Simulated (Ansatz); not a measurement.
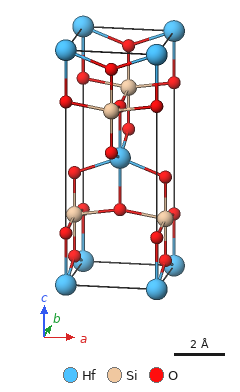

Starting structure of solid HfSiO₄ (built on the anatase host type). The picture is a ball-and-stick view of the conventional cell (2 times the calculation's cell), seen slightly off an axis. Lengths and directions refer to the drawn axes.

Method: DFT, PBEsol, plane waves, PAW (Ansatz).

The input:
```yaml
crystal:
  lattice:
    - [-1.8761446688, 1.8761446688, 4.9306408659]
    - [1.8761446688, -1.8761446688, 4.9306408659]
    - [1.8761446688, 1.8761446688, -4.9306408659]
  atoms:
    - { symbol: Hf, position: [0.0, 0.0, 0.0] }
    - { symbol: Si, position: [0.75, 0.25, 0.5] }
    - { symbol: O, position: [0.9278095376, 0.4278095376, 0.5] }
    - { symbol: O, position: [0.2203501781, 0.2203501781, 0.0] }
    - { symbol: O, position: [0.5721904624, 0.0721904624, 0.5] }
    - { symbol: O, position: [0.7796498219, 0.7796498219, 0.0] }
kpoints:
  mp_grid: { grid: [8, 8, 8] }
hamiltonian:
  xc: pbesol
scf:
  occupations: { method: fermi_dirac, width: 0.02 }
relax:
  f_tol: 0.005
  cell: {}
```

Launched with:
```bash
ansatz run input.yaml --threads 4 --pin off --max-ram 6451MiB --backend cpu --events-out ev --progress --plain --runs-dir out
```

What does the optimiser find from here?

The energy falls by 5.3 meV per atom in 5 accepted moves (7 points after the start). The largest force component goes from 0.16 to 0.00085 eV/Å. The pressure goes from −5.53 to −0.01 GPa. At 2 points the geometry stayed and the basis and grid were re-selected for the new cell (energy shift of 1.2 meV per atom at most each time). No atom moves by more than 0.005 Å relative to the cell. Cell: a = b 3.752 → 3.714 Å (−1.0 %), c 9.861 → 9.802 Å (−0.6 %). Volume −2.6 %. Near-neighbour distances that change, for instance: Hf1–O3 2.007 → 1.987 Å, Si2–O4 1.899 → 1.879 Å, Hf1–O4 2.173 → 2.161 Å, Si2–O3 1.753 → 1.743 Å. The space group stays I-4m2 (No. 119).

Step by step:

| step | E − E(0), meV/atom | largest force component, eV/Å | pressure, GPa | volume, Å³/atom | note |
| --- | --- | --- | --- | --- | --- |
| 0 | 0.00 | 0.1559 | -5.53 | 11.570 |  |
| 1 | -5.48 | 0.1540 | -1.11 | 11.348 |  |
| 2 | -6.35 | 0.0484 | -0.12 | 11.292 |  |
| 3 | -6.48 | 0.0130 | 0.03 | 11.278 |  |
| 4 | -6.48 | 0.0035 | 0.01 | 11.278 |  |
| 5 | -5.29 | 0.0036 | -0.19 | 11.278 | same geometry, new basis |
| 6 | -5.35 | 0.0008 | 0.00 | 11.268 |  |
| 7 | -5.30 | 0.0009 | -0.01 | 11.268 | same geometry, new basis |

Final geometry:

```xyz
6
Lattice="-1.8571 1.8571 4.9009 1.8571 -1.8571 4.9009 1.8571 1.8571 -4.9009" Properties=species:S:1:pos:R:3 pbc="T T T"
Hf    0.0000    0.0000    9.8018
Si    0.0000    1.8571    2.4505
O     0.0000    1.8571    4.1937
O     0.0000    0.0000    2.1613
O     0.0000    1.8571    0.7072
O     1.8571    1.8571    2.7396
```

The end point in the same view:

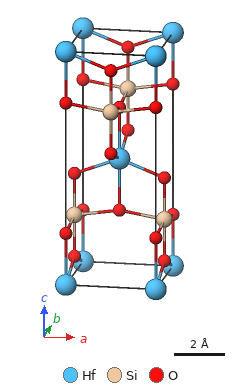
